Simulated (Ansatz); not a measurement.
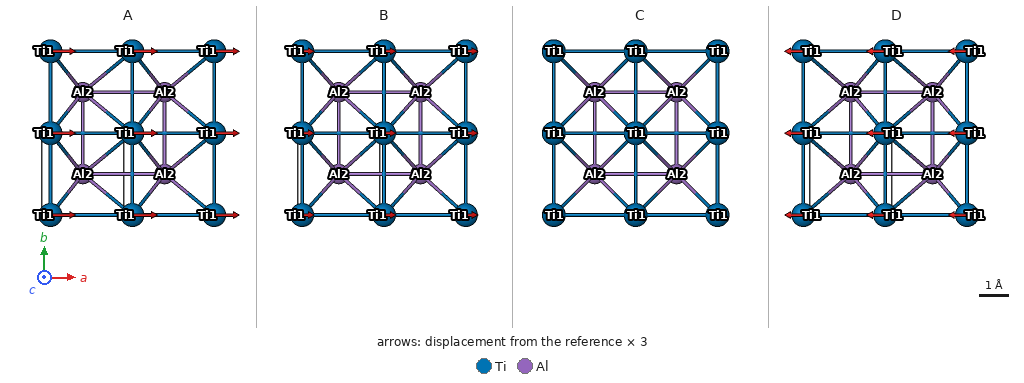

Frames of a one-coordinate scan of crystalline TiAl (P4/mmm). Style: ball-and-stick. Shown: the cell of the calculation, repeated 2 × 2 × 2 with one cell outlined, along the c axis. Red arrows: displacements from the reference.

Method: DFT r2SCAN, scalar-relativistic, plane waves, PAW in Ansatz. (plane-wave cutoff 500 eV; k-point mesh 16 × 16 × 12; occupations gaussian; smearing width 0.15 eV; no spin polarisation). Energies (free energies at the smearing named) are counted from the cell as listed in its source, which wasn't relaxed.

**Which coordinate changes from frame to frame?**

The whole Ti sublattice is shifted rigidly, towards the nearest copy of atom 1 (Ti) at 2.837 Å, all else fixed. In the frames the displacement is −0.30 Å (A), −0.15 Å (B), 0.00 Å (C), 0.225 Å (D). Their energies are 208.9 meV/cell, 53.3 meV/cell, 0.0 meV/cell, 118.9 meV/cell.
